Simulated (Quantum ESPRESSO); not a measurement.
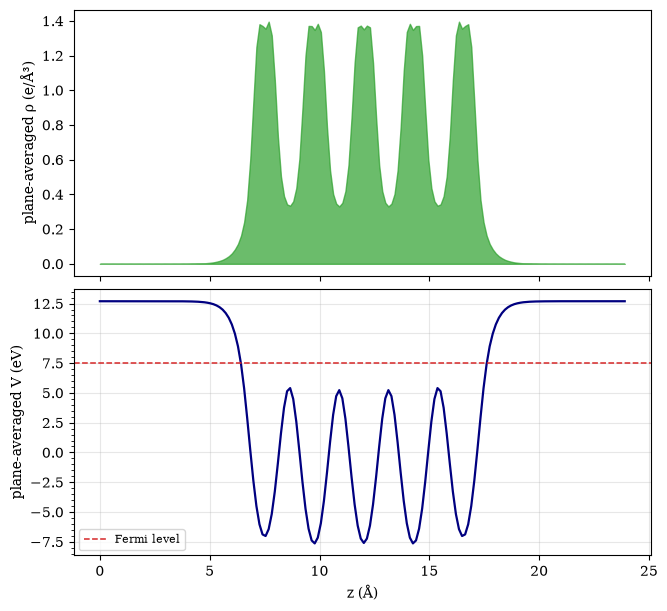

W (slab). Plane average of the electrostatic potential (local pseudopotential plus Hartree) felt by an electron and of the valence electron density across the slab.

Not relaxed (largest force 1.4 eV/Å).

Method: Kohn-Sham DFT of a periodic cell, LDA, GBRV 1.5 LDA (Quantum ESPRESSO).

In a pseudopotential calculation such maps are meaningful between the atoms, not at the nuclei.

> How far above the Fermi level of the calculation is the vacuum level?

5.2 eV.

> What are the slab's thickness and the vacuum gap?

The outermost nuclei are 9.0 Å apart, in 5 atomic planes; the vacuum between periodic images is 15.0 Å wide.
